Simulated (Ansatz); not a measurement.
## Single-point calculation, with input and output: TiO2

TiO2 (Pmma, 12 atoms in the cell), computed with DFT r2SCAN+U, scalar-relativistic, plane waves, PAW, Ueff = 4 eV on Ti d, no spin polarisation (Ansatz 0.2.0).

The structure derives from a Materials Project entry. It belongs to a series of runs on one base structure; here: the crystal opened by +0.25 A across the cut. Figures and captions count atoms from 1; the log counts them from 0 in places.

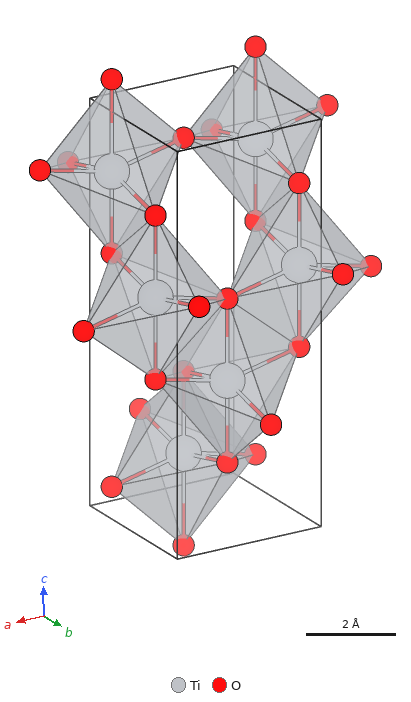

**Figure 1.** The structure as given in the input (polyhedral view of the cell of the calculation, seen at an oblique angle; polyhedra are completed across the faces of the cell). An atom can appear more than once, as a periodic image.

## Key numbers

| quantity | value |
| --- | --- |
| outcome | converged |
| space group (tolerance 0.01 Å) | Pmma (51) |
| electrons treated | 96 |
| free energy | −14572.0132 eV |
| Fermi energy | 8.248 eV |
| gap on the k-point mesh | 2.87 eV |
| pressure | −4.40 GPa |
| largest force (length of the vector) | 1.054 eV/Å |
| hardware | 2 threads of Arm Neoverse V2, 24 GiB of memory available, shared host |
| wall time | 62 s (CPU time 2.1 min) |
| peak memory | 1.4 GiB |

## Remarks

Warnings of the run: near-symmetries of the structure were not used.

## Input
```yaml
crystal:
  lattice:
    - [-2.6847585539, 2.6847645963, 0.0201584547]
    - [-2.6847585539, -2.6847645963, 0.0201584547]
    - [0.0742784187, 0.0, 9.9098797567]
  atoms:
    - { symbol: Ti, position: [5.6481e-06, 0.2499954183, 0.8529266892] }
    - { symbol: Ti, position: [0.5000053434, 0.7499951136, 0.3655400097] }
    - { symbol: Ti, position: [0.4999949613, 0.2500051911, 0.1218466699] }
    - { symbol: Ti, position: [0.999995266, 0.7500054958, 0.6092333495] }
    - { symbol: O, position: [9.188e-07, 0.2500063421, 0.0790881279] }
    - { symbol: O, position: [0.5000012235, 0.7500066468, 0.5664748075] }
    - { symbol: O, position: [0.4999996905, 0.2499942672, 0.8956852312] }
    - { symbol: O, position: [0.9999993858, 0.7499939625, 0.4082985517] }
    - { symbol: O, position: [0.4999938102, 0.7499992335, 0.1646052119] }
    - { symbol: O, position: [0.9999941149, 0.2499995382, 0.6519918914] }
    - { symbol: O, position: [6.7992e-06, 0.7500013759, 0.8101681472] }
    - { symbol: O, position: [0.5000064945, 0.2500010712, 0.3227814677] }
basis:
  ecutwfc: 500
kpoints:
  mp_grid: { grid: [6, 6, 3] }
hamiltonian:
  xc: r2scan
  hubbard: { sites: [{ species: Ti, l: d, u_eff: 4.0 }] }
scf:
  occupations: { method: gaussian, width: 0.05 }
output:
  forces: true
  stress: true
  eigenvalues: true
  write_density: true
  write_potential: true
  elf: true
  volumetric_format: npy
```

Run as:
```bash
ansatz run input.yaml --threads 2 --pin off --max-ram 5120MiB --backend cpu --events-out ev --progress --plain --runs-dir out
```

## The program's output
```
Warning: 6 symmetry operations that the atoms keep within the bar at which the run's group was sought (crystal.symmetry.tolerance 1.0e-5, or twice it) were not taken beside the 2 unitary ones that the detection took (of a slab, those that keep its plane). If the more symmetric cell is meant, write the vectors of crystal.lattice to more decimals, or, with the positions in fractional coordinates, give it by lengths and angles (which lays the cell in the standard orientation, to which the deck's other Cartesian keys then refer), with the lengths that are meant to be equal typed equal, the angles likewise, and each angle that the symmetry fixes typed at its exact value (of a frozen-density pass: in the run whose state it reads). The detection then takes those 6 too, where the atoms keep them as a group. The lattice (crystal.lattice as typed, or as saved on a frozen-density pass laid at its state's geometry) misses each of them by more than the tolerance, the farthest off changing a squared length by the fraction 5.5e-5. The run does not impose them: its cell is that one, or, where this deck is also told that its lattice was moved onto its group, that cell laid onto the operations that were taken. If the cell is strained on purpose, what lies past the tolerance is rightly left out.
Ti: projections on atomic orbitals take those of the free atom [Ne] 3s2 3p6 3d2 4s2, of charge +0.00 (hamiltonian.pseudopotentials.projection_atoms); the dataset's partial waves leave at most 4.1e-7 of an orbital's norm unspanned inside its sphere
O: projections on atomic orbitals take those of the free atom [He] 2s2 2p4, of charge +0.00 (hamiltonian.pseudopotentials.projection_atoms); the dataset's partial waves leave at most 1.9e-8 of an orbital's norm unspanned inside its sphere
Engine: ansatz 0.2.0, aarch64-unknown-linux-gnu
Pseudopotentials: kind: paw
Pseudopotential: Ti, paw, valence charge 12, recommended cutoff 500 eV (meta_gga), Ti.paw.azcp
Pseudopotential: O, paw, valence charge 6, recommended cutoff 500 eV (meta_gga), O.paw.azcp
Functional definition: r2SCAN
  parameter k0 = 0.174
  parameter k1 = 0.065
  parameter a1 = 4.9479
  exchange = r2scan_x(k0 = k0, k1 = k1, a1 = a1)
  correlation = r2scan_c
Crystal: 12 atoms, lattice volume = 142.868 Å³
Basis set: ecut = 500 eV, 3621 PW (Γ), exchange–correlation on 120×120×300 points (64 copies of the dense FFT grid, shifted against one another)
Bands: 60, of which v1, the nominal top of the filled ones, is band 48 counted from 1 (47 counted from 0)
Symmetry: 2 space group operations
Space group: P-1 (ITA 2), of the structure as read, at distance tolerance 5.2e-5 Å
k-points: 56 of 108
Non-local potential: Ti, projectors of the file, l = 0: 3, l = 1: 2, l = 2: 3, l = 3: 1
Non-local potential: O, projectors of the file, l = 0: 2, l = 1: 2, l = 2: 1
PAW form: soft (Blöchl's): semilocal exchange-correlation on the pseudo side does not see the compensation charge
PAW frozen core: Ti, regenerated for the run's functional (the file was generated under x = pbe(κ = 0.804, μ = 0.2195149727645171), c = pbe(β = 0.06672455060314922))
PAW frozen core: O, regenerated for the run's functional (the file was generated under x = pbe(κ = 0.804, μ = 0.2195149727645171), c = pbe(β = 0.06672455060314922))
PAW one-centre angular grid: Ti, 590 points (default); XC on 160 Gauss nodes
PAW one-centre angular grid: O, 302 points (default); XC on 160 Gauss nodes
Initial density: superposition of atomic densities (chi_scale 0.1, normalization cell, long waves of neutral atoms under a Hubbard term (reshape's long-wave potential 0.01 eV rms, cloud 2.26 Å wide))
Initial wavefunctions: pseudopotential atomic-orbital guess
Functional: x = r2scan, c = r2scan; τ floored in thin density (d = 2e-4 eV/Å³)
SCF iter   1: F=—  HF=-14573.641803 eV  |F-HF|=—  |Δ(HF+E_count)|=         —  Δρ=1.01e-1  dr2=1.62e1  dr2_τ=2.17e0  ethr=3.10e-3  ⟨swp⟩=5.0  Hψ=12487  notcnv=0
preconditioner: auto → Resta (q_TF=auto, 2.553 Å⁻¹)  ε∞=5.7  [insulator: Δε(μ)=4.033 eV  Ē_g=11.515 eV  σ=0.050 eV  W_gap=1.00  n_scr=48 (ndim 8)  ℏωp=24.9 eV  f_vac=0.000  D(μ)=0.00/eV (n_scr^D=0)  ε∞_Penn≈5.7]
SCF iter   2: F=—  HF=-14571.665978 eV  |F-HF|=—  |Δ(HF+E_count)|=    1.98e0  Δρ=4.97e-2  dr2=1.95e0  dr2_τ=8.34e-1  ethr=3.10e-3  ⟨swp⟩=3.0  Hψ=7094  notcnv=0  defer=274
SCF iter   3: F=—  HF=-14571.860328 eV  |F-HF|=—  |Δ(HF+E_count)|=   1.94e-1  Δρ=2.46e-2  dr2=6.78e-1  dr2_τ=3.81e-2  ethr=2.03e-3  ⟨swp⟩=2.3  Hψ=4790  notcnv=0  defer=274
SCF iter   4: F=—  HF=-14572.017593 eV  |F-HF|=—  |Δ(HF+E_count)|=   1.57e-1  Δρ=9.08e-3  dr2=1.20e-1  dr2_τ=9.13e-3  ethr=7.06e-4  ⟨swp⟩=2.7  Hψ=5391  notcnv=0  defer=294
SCF iter   5: F=—  HF=-14572.013640 eV  |F-HF|=—  |Δ(HF+E_count)|=   3.95e-3  Δρ=2.93e-3  dr2=1.88e-2  dr2_τ=9.63e-4  ethr=1.25e-4  ⟨swp⟩=2.6  Hψ=5418  notcnv=0  defer=302
SCF iter   6: F=—  HF=-14572.012720 eV  |F-HF|=—  |Δ(HF+E_count)|=   9.20e-4  Δρ=1.13e-3  dr2=1.79e-3  dr2_τ=2.12e-4  ethr=1.96e-5  ⟨swp⟩=2.1  Hψ=4819  notcnv=0  defer=302
SCF iter   7: F=—  HF=-14572.013235 eV  |F-HF|=—  |Δ(HF+E_count)|=   5.15e-4  Δρ=6.57e-4  dr2=5.68e-4  dr2_τ=4.32e-5  ethr=1.86e-6  ⟨swp⟩=2.0  Hψ=4394  notcnv=0  defer=302
SCF iter   8: F=—  HF=-14572.013206 eV  |F-HF|=—  |Δ(HF+E_count)|=   2.96e-5  Δρ=3.12e-4  dr2=1.14e-4  dr2_τ=1.58e-5  ethr=5.92e-7  ⟨swp⟩=2.0  Hψ=4691  notcnv=0  defer=302
SCF iter   9: F=—  HF=-14572.013192 eV  |F-HF|=—  |Δ(HF+E_count)|=   1.36e-5  Δρ=7.57e-5  dr2=8.54e-6  dr2_τ=6.34e-7  ethr=1.19e-7  ⟨swp⟩=2.0  Hψ=4838  notcnv=0  defer=302
SCF iter  10: F=—  HF=-14572.013191 eV  |F-HF|=—  |Δ(HF+E_count)|=   1.51e-6  Δρ=1.66e-5  dr2=4.25e-7  dr2_τ=2.01e-8  ethr=8.89e-9  ⟨swp⟩=2.0  Hψ=4285  notcnv=0  defer=302
SCF iter  11: F=-14572.013191 eV  HF=-14572.013191 eV  |F-HF|=4.84e-8  |Δ(HF+E_count)|=   5.93e-8  Δρ=7.63e-6  dr2=7.27e-8  dr2_τ=9.16e-9  ethr=1.04e-10  ⟨swp⟩=16.0  Hψ=24684  notcnv=0
SCF 1 converged in 11 iterations: F = -14572.013191 eV  dr2 = 7.27e-8
  greatest PAW one-centre occupation: 1.000 electrons in one spin orbital (limit 2), on the Ti atom at site 3 (counted from 0), in its partial waves of l = 0
```

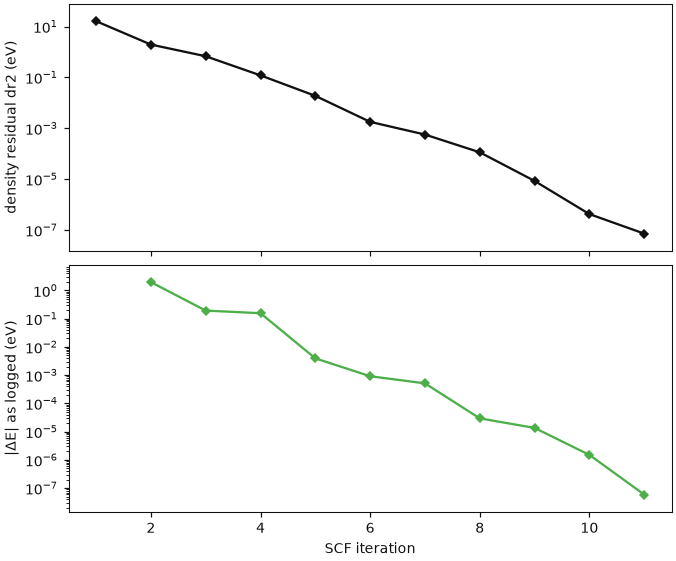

**Figure 2.** Convergence of the self-consistent field: density residual dr2 and size of the energy change against the SCF iteration. The residual falls at every step.

```
SCF converged after 11 iterations
Free energy (F): -14572.013191 eV
Harris-Foulkes:  -14572.013191 eV  (|F-HF|=4.84e-8)
Internal energy: -14572.013191 eV  (E = F + TS)
E sigma→0 (E₀):  -14572.013191 eV
Fermi energy:    8.248421 eV
--- Per-component energies (eV) ---
  E_band       = -1071.456565
  E_kinetic    = 2493.445431
  E_local      = -7292.244082  (includes V_loc(G=0)·N_el)
  E_nonlocal   = 377.922722
  E_hartree    = 2811.819068
  E_xc         = -964.505110
  E_vxc        = -1385.223063  (∫ρ·V_xc dr)
  E_hubbard    = 12.458842  (on-site DFT+U / exact-exchange correction)
  E_vhub       = 8.881180  (the Hubbard potential's part of the band-sum identity)
  E_paw        = -5490.838298  (= ΣΔE_a)
  E_vpaw       = -989.676016  (= ΣTr[D̂ρ^β])
  E_aug_tail   = 0.009115  (compensation charges beyond the density's cutoff)
  E_vtau       = 91.789342  (kinetic-family band-sum trace: ∫τ·v_τ [+ j·A + Jᵃ·Aᵃ] dr)
  E_ewald      = -6518.811522
  E_core_change = -1.269356  (= ΣΔE_core)
  E_smearing   = -0.000000  (= −TS)
  E_closure    = 0.000000  (closes the sum)
  Σ components = -14572.013191   (vs F -14572.013191, Δ=0.00e0)
--- Forces (eV/Å), atoms counted from 1 ---
  atom   1  Ti     0.00574160    -0.00010044     0.76969042
  atom   2  Ti    -0.00089228    -0.00011868    -0.11819236
  atom   3  Ti    -0.00574160     0.00010044    -0.76969042
  atom   4  Ti     0.00089228     0.00011868     0.11819236
  atom   5  O     -0.00772876    -0.00006160    -1.05356975
  atom   6  O     -0.00003448    -0.00015947    -0.03647964
  atom   7  O      0.00772876     0.00006160     1.05356975
  atom   8  O      0.00003448     0.00015947     0.03647964
  atom   9  O     -0.00000727    -0.00015315     0.03226570
  atom  10  O      0.00195697    -0.00014582     0.29480601
  atom  11  O      0.00000727     0.00015315    -0.03226570
  atom  12  O     -0.00195697     0.00014582    -0.29480601
  max |Σ_I F_I| component: 2.71e-20 eV/Å
--- Stress (GPa, compression-positive) ---
       -2.906031       3.032857      -0.032739
        3.032857      -2.902512      -0.022777
       -0.032740      -0.022777      -7.379951
  P = ⅓ Tr σ = -4.3962 GPa (-43.962 kbar)
--- Band table (eV; the first three rows and the last of 56) ---
  k-point 0: bands = ["-53.1426", "-53.1276", "-53.1160", "-53.0935", "-28.4292", "-28.3052", "-28.2597", "-28.2551", "-28.2455", "-28.2416", "-28.1794", "-28.1653", "-28.1627", "-28.1576", "-28.1230", "-28.1213", "-12.0238", "-11.5634", "-11.2677", "-10.9081", "-10.8272", "-10.6177", "-10.5868", "-10.1925", "2.6353", "2.7306", "2.7451", "2.7737", "2.8306", "2.8985", "3.3521", "3.6505", "4.5308", "4.5340", "4.5354", "4.6382", "5.1477", "5.2251", "5.2257", "5.3219", "5.3255", "5.7212", "5.8497", "5.9254", "6.1606", "6.2080", "6.4439", "6.6509", "9.6838", "9.9306", "10.0099", "10.2565", "11.1618", "11.1994", "11.2940", "11.2956", "11.3294", "11.4279", "11.4776", "11.4815"]
  k-point 1: bands = ["-53.1401", "-53.1334", "-53.1114", "-53.0947", "-28.4139", "-28.3513", "-28.2570", "-28.2490", "-28.2413", "-28.2092", "-28.1764", "-28.1681", "-28.1675", "-28.1512", "-28.1363", "-28.1242", "-11.9907", "-11.6633", "-11.1639", "-10.9487", "-10.7928", "-10.6819", "-10.5494", "-10.1959", "2.6723", "2.7310", "2.7482", "2.7706", "2.7965", "2.8710", "3.3324", "3.6498", "4.5315", "4.5528", "4.6039", "4.7012", "5.0567", "5.1479", "5.3249", "5.3792", "5.4849", "5.5823", "5.7493", "5.7652", "6.2661", "6.2989", "6.3959", "6.6343", "9.7099", "9.8406", "10.1082", "10.2219", "11.1742", "11.2024", "11.2221", "11.2688", "11.3177", "11.4047", "11.4658", "11.4976"]
  k-point 2: bands = ["-53.1401", "-53.1256", "-53.1167", "-53.0945", "-28.4291", "-28.3159", "-28.3148", "-28.2729", "-28.2406", "-28.2241", "-28.1912", "-28.1671", "-28.1614", "-28.1572", "-28.1229", "-28.1166", "-11.9005", "-11.3965", "-11.2086", "-10.8491", "-10.7622", "-10.5827", "-10.5675", "-10.1945", "2.2987", "2.3338", "2.6571", "2.7539", "2.9585", "2.9655", "3.4106", "3.6798", "4.2829", "4.5406", "4.5821", "4.6500", "4.6740", "4.7561", "5.1963", "5.3796", "5.4101", "5.6856", "5.8090", "5.8093", "5.8600", "6.1049", "6.1580", "6.4901", "10.0760", "10.1734", "10.3267", "10.3744", "10.6685", "10.6730", "10.8633", "10.9289", "11.1757", "11.2651", "11.5105", "11.6065"]
  k-point 55: bands = ["-53.1219", "-53.1219", "-53.1081", "-53.1081", "-28.4107", "-28.4107", "-28.3828", "-28.3828", "-28.2814", "-28.2814", "-28.2275", "-28.2275", "-28.1589", "-28.1589", "-28.1325", "-28.1324", "-10.7261", "-10.7261", "-10.6612", "-10.6612", "-10.4311", "-10.4311", "-9.9881", "-9.9881", "2.1863", "2.1863", "2.2661", "2.2661", "2.2974", "2.2974", "2.7104", "2.7104", "2.9821", "2.9821", "3.1916", "3.1916", "3.7197", "3.7198", "3.9567", "3.9568", "4.9116", "4.9117", "5.0785", "5.0785", "6.3942", "6.3942", "6.7413", "6.7414", "10.7202", "10.7203", "10.7211", "10.7212", "10.9125", "10.9126", "10.9554", "10.9555", "11.8805", "11.8805", "11.9033", "11.9033"]
Occupation matrices written to [file]
```

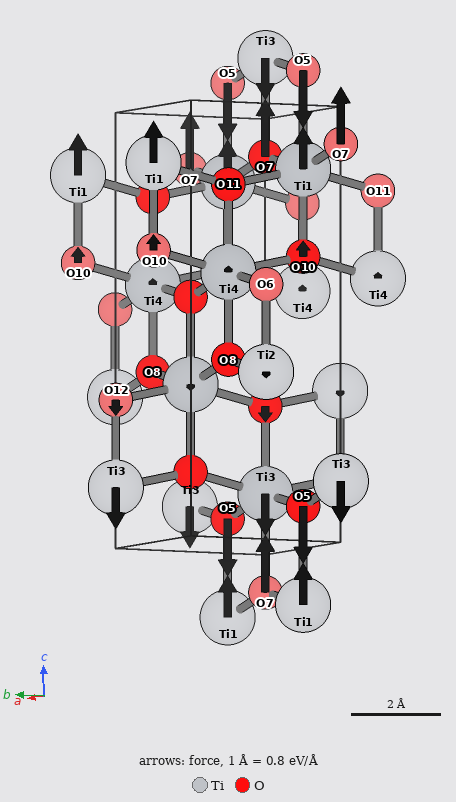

**Figure 3.** Forces on the atoms as black arrows (ball-and-stick view of the cell of the calculation, seen at an oblique angle; neighbours outside the cell are drawn fainter; atoms are numbered from 1 in the order of the input); the smallest are left out. The largest act on O5, O7 (1.05 eV/Å); Ti1, Ti3 (0.77 eV/Å). The geometry is not a stationary point of this energy.

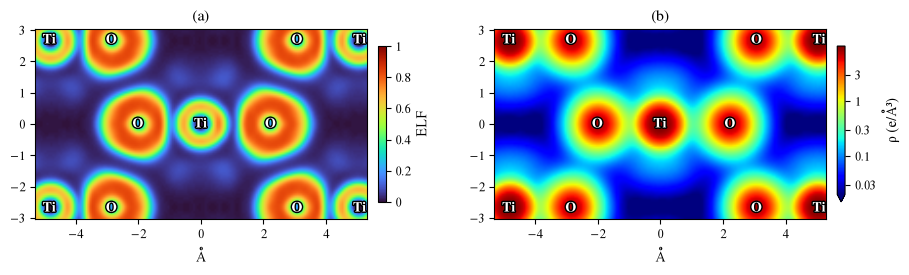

**Figure 4.** (a) ELF; (b) valence pseudo-density on the (110) plane of the conventional cell. The section cuts through Ti and O sites. Ti–O (1.99 Å): ρ is about 0.66 e/Å³ halfway; the ELF is about 0.20 at the midpoint. Ti–O (2.24 Å): the density is about 0.36 e/Å³ at the midpoint; the ELF is about 0.15 at the midpoint. Away from the nuclei the density in this plane falls to 0.01 e/Å³ at its lowest. The strong features right at Ti lie inside the PAW spheres (semicore, d or f shells) and say nothing about bonding. In a PAW calculation such maps are meaningful between the atoms, not at the nuclei.
